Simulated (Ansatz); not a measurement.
## Geometry relaxation, with input and output: CoO (part 4 of 4)

Continued. System: CoO (12 atoms in the cell). Method: DFT PBE, scalar-relativistic, plane waves, PAW, spin-polarised (Ansatz 0.2.0); cutoff 420 eV, 1×1×8 k-mesh, Gaussian smearing of 0.05 eV, collinear spins. The structure derives from an entry of the Crystallography Open Database. It belongs to a series of runs on one base structure; here: wire along [1 1 1], 12 atoms a period.

Geometry of the input (Å; fractional positions):
```
11.6000  0.0000  0.0000
0.0000  12.3000  0.0000
0.0000  0.0000  7.3583
Co 0.6121  0.5000  0.0000
O  0.4626  0.5000  0.8333
Co 0.4626  0.5000  0.3333
O  0.6121  0.5000  0.5000
Co 0.3879  0.3779  0.0000
Co 0.5374  0.6221  0.6667
O  0.5374  0.3779  0.1667
O  0.3879  0.6221  0.5000
Co 0.3879  0.6221  0.0000
Co 0.5374  0.3779  0.6667
O  0.5374  0.6221  0.1667
O  0.3879  0.3779  0.5000
```

### Trajectory as extended XYZ, continued
```
12
Lattice="11.6000 0.0000 0.0000 0.0000 12.3000 0.0000 0.0000 0.0000 7.3413" Properties=species:S:1:pos:R:3:forces:R:3 step=5 energy=-34145.25389 pressure_GPa=0.17
Co    6.8775    6.1500    0.2243    0.2708   0.0000  -0.0582
O     5.2676    6.1500    6.1598   -0.3059   0.0000  -0.2752
Co    5.5017    6.1500    2.4434   -0.4170   0.0000   0.0821
O     7.1138    6.1500    4.0743   -0.2059   0.0000   0.4692
Co    4.9299    4.8711    0.1499   -0.1030  -0.0193  -0.0792
Co    5.7747    7.3439    4.6177   -0.1409   0.0785  -0.2628
O     6.2601    4.7515    1.3581    0.3704  -0.3910   0.0452
O     4.5879    7.5152    3.3297    0.2024  -0.0743   0.1878
Co    4.9299    7.4289    0.1499   -0.1030   0.0193  -0.0792
Co    5.7747    4.9561    4.6177   -0.1409  -0.0785  -0.2628
O     6.2601    7.5485    1.3581    0.3704   0.3910   0.0452
O     4.5879    4.7848    3.3297    0.2024   0.0743   0.1878
12
Lattice="11.6000 0.0000 0.0000 0.0000 12.3000 0.0000 0.0000 0.0000 7.4208" Properties=species:S:1:pos:R:3:forces:R:3 step=7 energy=-34145.62032 pressure_GPa=-0.17
Co    6.9594    6.1500    0.1537    0.3825   0.0000   0.1387
O     5.0703    6.1500    6.2306   -1.2195   0.0000  -0.0319
Co    5.5107    6.1500    2.3947   -0.1388   0.0000  -0.0168
O     7.0451    6.1500    4.5013   -0.3205   0.0000   0.4996
Co    5.0205    4.8659    0.1753    0.1750   0.3371  -0.1413
Co    5.6102    7.3361    4.6708    0.4259  -0.3490  -0.0067
O     6.4100    4.7404    1.3364   -0.0077   0.1813  -0.0761
O     4.5993    7.4987    3.2558    0.0547   0.0078  -0.0708
Co    5.0205    7.4341    0.1753    0.1750  -0.3371  -0.1413
Co    5.6102    4.9639    4.6708    0.4259   0.3490  -0.0067
O     6.4100    7.5596    1.3364   -0.0077  -0.1813  -0.0761
O     4.5993    4.8013    3.2558    0.0547  -0.0078  -0.0708
12
Lattice="11.6000 0.0000 0.0000 0.0000 12.3000 0.0000 0.0000 0.0000 7.3971" Properties=species:S:1:pos:R:3:forces:R:3 step=9 energy=-34146.64635 pressure_GPa=-0.39
Co    7.0793    6.1500    0.1124    0.3471   0.0000  -0.1687
O     4.7393    6.1500    6.1799   -1.4385   0.0000   0.1489
Co    5.5254    6.1500    2.3153   -0.0193   0.0000  -0.2792
O     7.0319    6.1500    4.8719   -0.3440   0.0000   1.0554
Co    5.0451    4.9120    0.1434    0.2478   0.3935  -0.3661
Co    5.5633    7.3207    4.6906    0.4344  -0.2692   0.0335
O     6.4811    4.7630    1.2675   -0.1560   0.1129  -0.2249
O     4.6554    7.4962    3.1858    0.2013  -0.0188   0.1791
Co    5.0451    7.3880    0.1434    0.2478  -0.3935  -0.3661
Co    5.5633    4.9793    4.6906    0.4344   0.2692   0.0335
O     6.4811    7.5370    1.2675   -0.1560  -0.1129  -0.2249
O     4.6554    4.8038    3.1858    0.2013   0.0188   0.1791
12
Lattice="11.6000 0.0000 0.0000 0.0000 12.3000 0.0000 0.0000 0.0000 7.2865" Properties=species:S:1:pos:R:3:forces:R:3 step=11 energy=-34147.90272 pressure_GPa=-0.32
Co    7.1372    6.1500   -0.0019    0.0571   0.0000  -1.1928
O     4.4250    6.1500    6.0433   -0.4606   0.0000  -0.0968
Co    5.5349    6.1500    2.2221    0.2131   0.0000  -0.0639
O     7.0558    6.1500    5.1824    0.1223   0.0000   1.2637
Co    5.0499    4.9718    0.0668   -0.1678   0.1403  -0.2377
Co    5.5967    7.2834    4.6783    0.0269  -0.2360   0.1830
O     6.4799    4.7774    1.1671   -0.1282   0.0457  -0.1158
O     4.7297    7.4814    3.1523    0.3033  -0.0597   0.2152
Co    5.0499    7.3282    0.0668   -0.1678  -0.1403  -0.2377
Co    5.5967    5.0166    4.6783    0.0269   0.2360   0.1830
O     6.4799    7.5226    1.1671   -0.1282  -0.0457  -0.1158
O     4.7297    4.8186    3.1523    0.3033   0.0597   0.2152
12
Lattice="11.6000 0.0000 0.0000 0.0000 12.3000 0.0000 0.0000 0.0000 7.1829" Properties=species:S:1:pos:R:3:forces:R:3 step=13 energy=-34148.35346 pressure_GPa=0.16
Co    7.0172    6.1500   -0.0740    0.3084   0.0000  -0.2541
O     4.2640    6.1500    5.8153   -0.2505   0.0000   0.2997
Co    5.6122    6.1500    2.1744   -0.1692   0.0000   0.0046
O     7.2203    6.1500    5.2766    0.0247   0.0000   0.1244
Co    4.8619    5.0062   -0.0164    0.0893  -0.3608  -0.0917
Co    5.7146    7.2485    4.7543    0.1005   0.3971   0.0259
O     6.3356    4.7609    1.0286   -0.1006   0.0871   0.1264
O     4.9640    7.5106    3.2003   -0.0459  -0.1485  -0.1479
Co    4.8619    7.2938   -0.0164    0.0893   0.3608  -0.0917
Co    5.7146    5.0515    4.7543    0.1005  -0.3971   0.0259
O     6.3356    7.5391    1.0286   -0.1006  -0.0871   0.1264
O     4.9640    4.7894    3.2003   -0.0459   0.1485  -0.1479
12
Lattice="11.6000 0.0000 0.0000 0.0000 12.3000 0.0000 0.0000 0.0000 7.2615" Properties=species:S:1:pos:R:3:forces:R:3 step=15 energy=-34148.40149 pressure_GPa=-0.09
Co    7.0573    6.1500   -0.0865    0.0910   0.0000   0.0331
O     4.2309    6.1500    5.9268    0.1262   0.0000   0.0915
Co    5.5556    6.1500    2.1929   -0.0112   0.0000   0.1274
O     7.2325    6.1500    5.3447   -0.0302   0.0000  -0.0070
Co    4.9056    4.9869   -0.0554   -0.0306  -0.1424  -0.1259
Co    5.7564    7.2695    4.7835   -0.1808  -0.1478  -0.0813
O     6.3197    4.7919    1.0633   -0.0765   0.0408   0.0008
O     4.9129    7.4765    3.2529    0.2000  -0.0033   0.0840
Co    4.9056    7.3131   -0.0554   -0.0306   0.1424  -0.1259
Co    5.7564    5.0305    4.7835   -0.1808   0.1478  -0.0813
O     6.3197    7.5081    1.0633   -0.0765  -0.0408   0.0008
O     4.9129    4.8235    3.2529    0.2000   0.0033   0.0840
12
Lattice="11.6000 0.0000 0.0000 0.0000 12.3000 0.0000 0.0000 0.0000 7.2719" Properties=species:S:1:pos:R:3:forces:R:3 step=17 energy=-34148.41979 pressure_GPa=0.01
Co    7.0723    6.1500   -0.0648   -0.0351   0.0000  -0.0654
O     4.2026    6.1500    5.9356   -0.0001   0.0000   0.0327
Co    5.5748    6.1500    2.1984   -0.1428   0.0000   0.1381
O     7.2275    6.1500    5.3741    0.0140   0.0000  -0.0211
Co    4.9137    4.9723   -0.1029   -0.0653  -0.0943  -0.0530
Co    5.7388    7.2607    4.8174    0.0111  -0.0227  -0.0152
O     6.2859    4.7854    1.0558    0.0769   0.0887   0.0325
O     4.9558    7.4812    3.2638    0.0592  -0.0049  -0.0065
Co    4.9137    7.3277   -0.1029   -0.0653   0.0943  -0.0530
Co    5.7388    5.0393    4.8174    0.0111   0.0227  -0.0152
O     6.2859    7.5146    1.0558    0.0769  -0.0887   0.0325
O     4.9558    4.8188    3.2638    0.0592   0.0049  -0.0065
12
Lattice="11.6000 0.0000 0.0000 0.0000 12.3000 0.0000 0.0000 0.0000 7.4341" Properties=species:S:1:pos:R:3:forces:R:3 step=20 energy=-34148.30045 pressure_GPa=-0.08 accepted=F
Co    7.0381    6.1500   -0.0981   -0.3165   0.0000   0.4869
O     4.0088    6.1500    6.1242    0.1033   0.0000   0.1194
Co    5.5190    6.1500    2.3288    0.3431   0.0000  -0.0998
O     7.3506    6.1500    5.5203   -0.1168   0.0000   0.2202
Co    4.9314    4.9064   -0.3360   -0.1067   0.6724   0.7528
Co    5.8533    7.2450    4.9892    0.4340   0.2115  -0.5379
O     6.1209    4.8715    1.0785   -0.1516  -0.2763  -0.5735
O     5.0690    7.4845    3.4379   -0.1823   0.0173  -0.0048
Co    4.9314    7.3936   -0.3360   -0.1067  -0.6724   0.7528
Co    5.8533    5.0550    4.9892    0.4340  -0.2115  -0.5379
O     6.1209    7.4285    1.0785   -0.1516   0.2763  -0.5735
O     5.0690    4.8155    3.4379   -0.1823  -0.0173  -0.0048
12
Lattice="11.6000 0.0000 0.0000 0.0000 12.3000 0.0000 0.0000 0.0000 7.3528" Properties=species:S:1:pos:R:3:forces:R:3 step=22 energy=-34148.44818 pressure_GPa=-0.01
Co    7.0378    6.1500   -0.0828   -0.0182   0.0000   0.0946
O     4.0994    6.1500    6.0389   -0.1312   0.0000   0.0907
Co    5.5473    6.1500    2.2658    0.1811   0.0000   0.0349
O     7.3012    6.1500    5.4496   -0.0588   0.0000   0.0414
Co    4.9030    4.9457   -0.2035    0.1111   0.0967  -0.0496
Co    5.8207    7.2557    4.8885    0.1278  -0.0210  -0.0057
O     6.1994    4.8272    1.0606   -0.1180  -0.0827  -0.0581
O     5.0168    7.4840    3.3499   -0.1075   0.0239  -0.0173
Co    4.9030    7.3543   -0.2035    0.1111  -0.0967  -0.0496
Co    5.8207    5.0443    4.8885    0.1278   0.0210  -0.0057
O     6.1994    7.4728    1.0606   -0.1180   0.0827  -0.0581
O     5.0168    4.8160    3.3499   -0.1075  -0.0239  -0.0173
12
Lattice="11.6000 0.0000 0.0000 0.0000 12.3000 0.0000 0.0000 0.0000 7.4081" Properties=species:S:1:pos:R:3:forces:R:3 step=24 energy=-34148.51816 pressure_GPa=-0.04
Co    7.0044    6.1500   -0.0822   -0.1060   0.0000   0.1788
O     3.9734    6.1500    6.1286   -0.1954   0.0000   0.2394
Co    5.5309    6.1500    2.3182    0.3357   0.0000  -0.1874
O     7.3831    6.1500    5.5188   -0.0136   0.0000   0.0566
Co    4.8783    4.9381   -0.2915    0.0359   0.3497   0.0694
Co    5.9322    7.2549    4.9246    0.3195   0.0258  -0.1152
O     6.1043    4.8539    1.0531   -0.1791  -0.1528  -0.1920
O     5.0722    7.4802    3.4230   -0.1868   0.0370   0.0939
Co    4.8783    7.3619   -0.2915    0.0359  -0.3497   0.0694
Co    5.9322    5.0451    4.9246    0.3195  -0.0258  -0.1152
O     6.1043    7.4461    1.0531   -0.1791   0.1528  -0.1920
O     5.0722    4.8198    3.4230   -0.1868  -0.0370   0.0939
12
Lattice="11.6000 0.0000 0.0000 0.0000 12.3000 0.0000 0.0000 0.0000 7.4067" Properties=species:S:1:pos:R:3:forces:R:3 step=26 energy=-34148.84549 pressure_GPa=-0.18
Co    6.9254    6.1500   -0.1094   -0.2119   0.0000  -0.0426
O     3.6759    6.1500    6.2662   -0.0347   0.0000   0.3559
Co    5.5270    6.1500    2.3384    0.3382   0.0000  -0.5135
O     7.5571    6.1500    5.5567    0.1362   0.0000   0.2923
Co    4.7919    4.9476   -0.4009   -0.0056   0.5780  -0.1754
Co    6.1421    7.2569    4.9273    0.1629   0.1446   0.0420
O     5.9689    4.8713    0.9988   -0.1338  -0.1733  -0.0222
O     5.1872    7.4719    3.4967   -0.1374  -0.0095   0.1096
Co    4.7919    7.3524   -0.4009   -0.0056  -0.5780  -0.1754
Co    6.1421    5.0431    4.9273    0.1629  -0.1446   0.0420
O     5.9689    7.4287    0.9988   -0.1338   0.1733  -0.0222
O     5.1872    4.8281    3.4967   -0.1374   0.0095   0.1096
12
Lattice="11.6000 0.0000 0.0000 0.0000 12.3000 0.0000 0.0000 0.0000 7.1304" Properties=species:S:1:pos:R:3:forces:R:3 step=28 energy=-34148.98296 pressure_GPa=0.23 accepted=F
Co    6.8163    6.1500   -0.0093    0.6961   0.0000  -0.8449
O     3.4942    6.1500    6.1384   -0.6966   0.0000  -0.4944
Co    5.5185    6.1500    2.2341   -0.2598   0.0000   0.0343
O     7.7305    6.1500    5.4870   -0.5502   0.0000  -0.0131
Co    4.7400    4.9688   -0.5585    0.1504   0.0572   0.0605
Co    6.3422    7.2607    4.7338    0.3106  -0.0059   0.4470
O     5.8081    4.8457    0.9241    0.0283  -0.3615   0.1837
O     5.2629    7.4772    3.4247   -0.0842   0.1433  -0.0324
Co    4.7400    7.3312   -0.5585    0.1504  -0.0572   0.0605
Co    6.3422    5.0393    4.7338    0.3106   0.0059   0.4470
O     5.8081    7.4543    0.9241    0.0283   0.3615   0.1837
O     5.2629    4.8228    3.4247   -0.0842  -0.1433  -0.0324
12
Lattice="11.6000 0.0000 0.0000 0.0000 12.3000 0.0000 0.0000 0.0000 7.1632" Properties=species:S:1:pos:R:3:forces:R:3 step=30 energy=-34149.06931 pressure_GPa=0.04
Co    6.8534    6.1500   -0.0522    0.0165   0.0000  -0.0459
O     3.4946    6.1500    6.0382   -0.0415   0.0000   0.0212
Co    5.4931    6.1500    2.2561    0.0378   0.0000  -0.0556
O     7.7221    6.1500    5.4835   -0.0115   0.0000   0.0642
Co    4.7325    5.0009   -0.5314   -0.0151  -0.0834  -0.0985
Co    6.3396    7.2693    4.7894    0.0088   0.0154   0.0709
O     5.8131    4.8467    0.9374    0.0126  -0.0220   0.0696
O     5.2661    7.4793    3.4621   -0.0069   0.0145  -0.0340
Co    4.7325    7.2991   -0.5314   -0.0151   0.0834  -0.0985
Co    6.3396    5.0307    4.7894    0.0088  -0.0154   0.0709
O     5.8131    7.4533    0.9374    0.0126   0.0220   0.0696
O     5.2661    4.8208    3.4621   -0.0069  -0.0145  -0.0340
12
Lattice="11.6000 0.0000 0.0000 0.0000 12.3000 0.0000 0.0000 0.0000 7.1786" Properties=species:S:1:pos:R:3:forces:R:3 step=32 energy=-34149.07451 pressure_GPa=0.02
Co    6.8157    6.1500   -0.0344   -0.0216   0.0000   0.0060
O     3.4762    6.1500    6.0138   -0.0052   0.0000  -0.0238
Co    5.5009    6.1500    2.2592   -0.0224   0.0000  -0.0120
O     7.7381    6.1500    5.5529    0.0006   0.0000   0.0060
Co    4.7130    4.9969   -0.5722    0.0026   0.0006   0.0005
Co    6.3722    7.2702    4.8235    0.0360   0.0004   0.0478
O     5.7531    4.8454    0.9330    0.0184  -0.0021  -0.0028
O     5.3290    7.4800    3.4736   -0.0326   0.0158  -0.0336
Co    4.7130    7.3031   -0.5722    0.0026  -0.0006   0.0005
Co    6.3722    5.0298    4.8235    0.0360  -0.0004   0.0478
O     5.7531    7.4546    0.9330    0.0184   0.0021  -0.0028
O     5.3290    4.8200    3.4736   -0.0326  -0.0158  -0.0336
12
Lattice="11.6000 0.0000 0.0000 0.0000 12.3000 0.0000 0.0000 0.0000 7.1866" Properties=species:S:1:pos:R:3:forces:R:3 step=34 energy=-34149.06286 pressure_GPa=-0.01
Co    6.8070    6.1500   -0.0289    0.0053   0.0000  -0.0007
O     3.4838    6.1500    5.9995   -0.0056   0.0000  -0.0058
Co    5.4963    6.1500    2.2618   -0.0089   0.0000   0.0179
O     7.7400    6.1500    5.5718   -0.0169   0.0000   0.0023
Co    4.7127    4.9964   -0.5784   -0.0135   0.0035   0.0013
Co    6.3776    7.2706    4.8343    0.0087  -0.0049  -0.0038
O     5.7420    4.8449    0.9346    0.0113  -0.0011  -0.0072
O     5.3371    7.4803    3.4785    0.0066  -0.0079   0.0028
Co    4.7127    7.3036   -0.5784   -0.0135  -0.0035   0.0013
Co    6.3776    5.0294    4.8343    0.0087   0.0049  -0.0038
O     5.7420    7.4551    0.9346    0.0113   0.0011  -0.0072
O     5.3371    4.8197    3.4785    0.0066   0.0079   0.0028
```

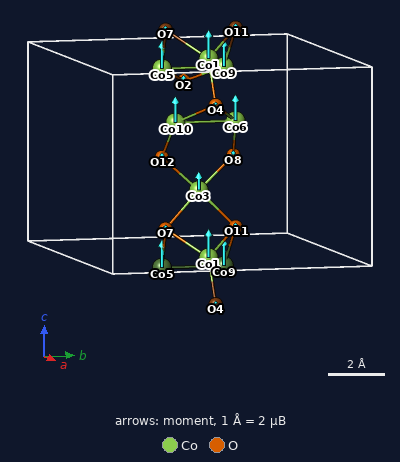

*Magnetic moments of the sites as teal arrows (ball-and-stick view of the cell of the calculation, with the vacuum cut short, seen slightly off an axis; neighbours outside the cell are drawn fainter; atoms are numbered from 1 in the order of the input); small moments hardly show. The run is collinear, so the axis drawn is arbitrary.*

Site moments: Co1 (2.15 μB); Co5, Co9 (2.10 μB); Co6, Co10 (1.99 μB); Co3 (1.45 μB); O2 (0.46 μB); O8, O12 (0.37 μB); O7, O11 (0.33 μB), among others. They are counted near the atoms and needn't add up to the moment of the cell.

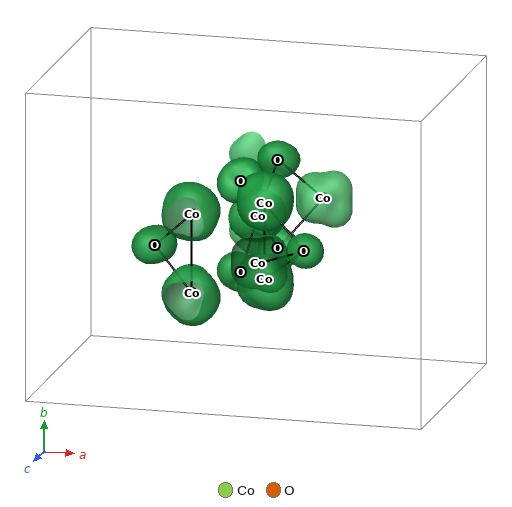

*Isosurfaces of the spin density at +0.15 (green) and −0.15 e/Å³ (red), seen from the side, at a tilt. Sticks mark near contacts.*

The cell of the calculation (12 atoms) carries 16.0 μB net. Only one sign reaches the isovalue. Core electrons are frozen (PAW), so the fields are smoothed inside the atomic spheres.

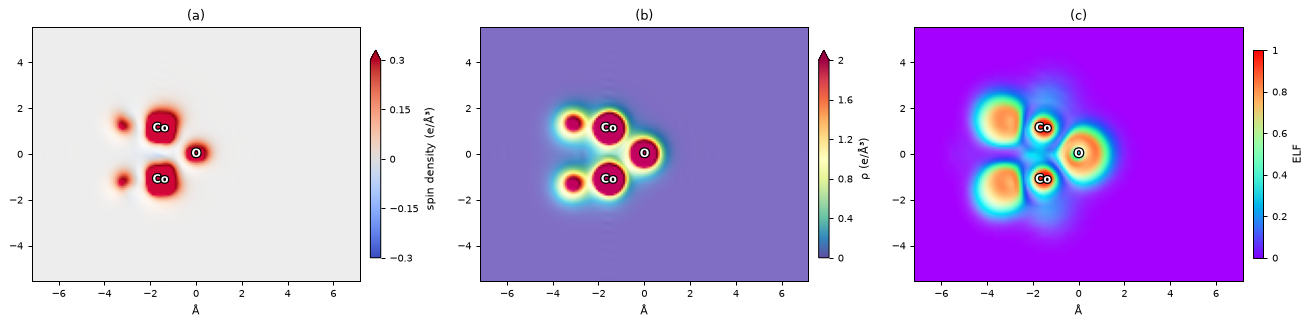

*(a) spin density (up minus down); (b) valence electron density; (c) ELF on the (101̄) plane of the calculation cell, a cut from vacuum to vacuum.*

The section cuts through O and Co sites. Co–Co (2.24 Å): the density is about 0.44 e/Å³ at the midpoint; the ELF is about 0.25 at the midpoint. Co–O (1.91 Å): ρ is about 0.75 e/Å³ halfway; the ELF is about 0.20 at the midpoint. The density dies away to nearly zero in the vacuum. The strong features right at Co lie inside the PAW spheres (semicore, d or f shells) and say nothing about bonding. The cell of the calculation (12 atoms) carries 16.0 μB net.

### Results in brief

| quantity | value |
| --- | --- |
| outcome | converged |
| electrons treated | 138 |
| free energy | −34149.0629 eV |
| Fermi energy | −3.113 eV |
| gap on the k-point mesh | 0.20 eV |
| net moment of the cell | 16.00 μB |
| integrated absolute moment | 16.44 μB |
| final volume | 1025.39 Å³ |
| largest force (length of the vector) at the end | 0.020 eV/Å |
| hardware | 4 threads of Intel Xeon (Sapphire Rapids), 16 GiB of memory available, shared host |
| wall time | 22 min (CPU time 82 min) |
| peak memory | 3.4 GiB |

### Notes

Warnings of the run: the exchange-correlation potential is rough where the density is thin. Semilocal DFT without U tends to delocalise the d electrons of such compounds and to underestimate the gap.
